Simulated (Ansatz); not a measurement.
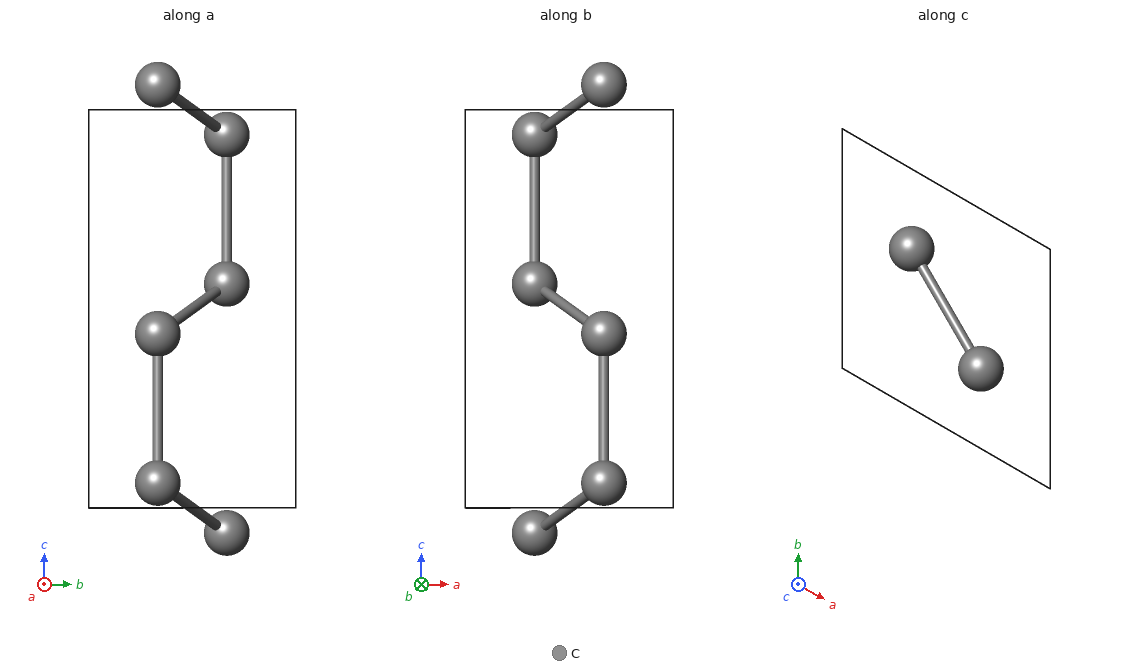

The image is a ball-and-stick drawing of a crystal, viewed along the a axis, along the b axis and along the c axis. The edges of the unit cell are marked.

Lattice parameters: a = 2.516 Å, b = 2.506 Å, c = 4.169 Å, α = 90.00°, β = 90.00°, γ = 120.12°. Put a along x and b in the xy plane.

Turn the picture into a POSCAR file, with free fractional coordinates to two decimals.

Answer.
```
C
1.0
     2.516    0.000    0.000
    -1.258    2.168    0.000
     0.000    0.000    4.169
C
4
Direct
  0.67 0.33 0.06
  0.67 0.33 0.44
  0.33 0.67 0.56
  0.33 0.67 0.94
```

The starting point was a structure type filled with this element by a generator (whether the element takes this form wasn't checked). The cell was then strained or its atoms displaced on purpose. Ansatz was used for an electronic-structure calculation on it.

At this level of theory the cell isn't at rest (stretched, at -8 GPa), so its distances can differ from those at equilibrium, the more so the softer the solid.
